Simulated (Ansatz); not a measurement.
Band edges of a single layer of WSe₂ (space group of the slab cell P-6m2).

```
W Se
1.0
     3.29000    0.00000    0.00000
    -1.64500    2.84922    0.00000
     0.00000    0.00000   16.34626
W Se
1 2
Direct
  0.66667 0.33333 0.50000
  0.33333 0.66667 0.39764
  0.33333 0.66667 0.60236
```

All numbers here come from DFT PBE, scalar-relativistic, plane waves, PAW; levels and slopes on a dense k mesh at the converged density (Ansatz). No spin polarisation. The levels come from a k mesh of 72×72×1 points. Cell and positions as given, without relaxation.

Masses come from a second pass at points close to the extrema; at the energies drawn a band may no longer be parabolic.

The gap is direct, 1.63 eV at this level of theory, which underestimates gaps and can reorder valleys that lie close.

Valence band: two equivalent maxima at K, mass 0.44 mₑ in all directions; one maximum at Γ, 0.37 eV below the edge, mass 6.27 mₑ in all directions. Band 23 forms the valence edge.
Conduction band: two equivalent minima at K, mass 0.34 mₑ in all directions; six equivalent minima on the K–Γ line, 0.06 eV above the edge, principal masses 0.50 and 0.75 mₑ. Band 24 forms the conduction edge.

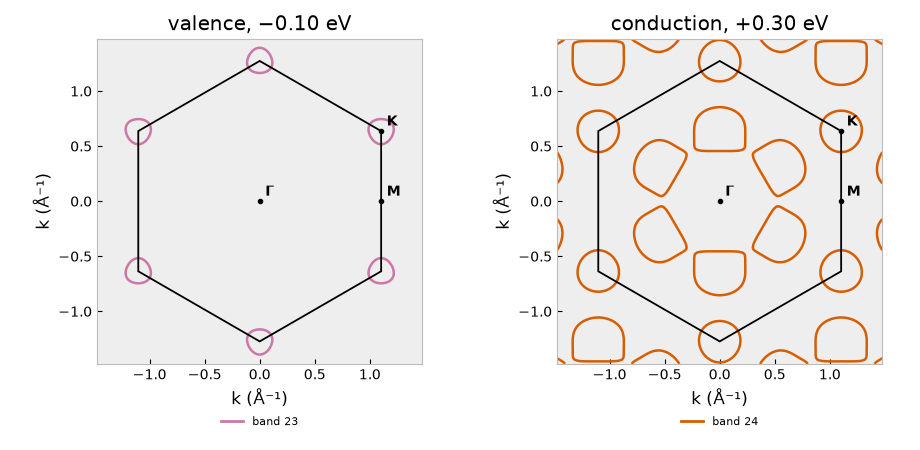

Constant-energy contours near the two band edges, measured from each edge.

Spin-orbit coupling, left out here, can change the gap, its kind, the place of the band edges and the masses, since the compound holds W and Se.

Time for the whole run: 47 s on 2 threads of Intel(R) Xeon(R) 6975P-C (Granite Rapids), on a shared host, peak memory 1.2 GiB.
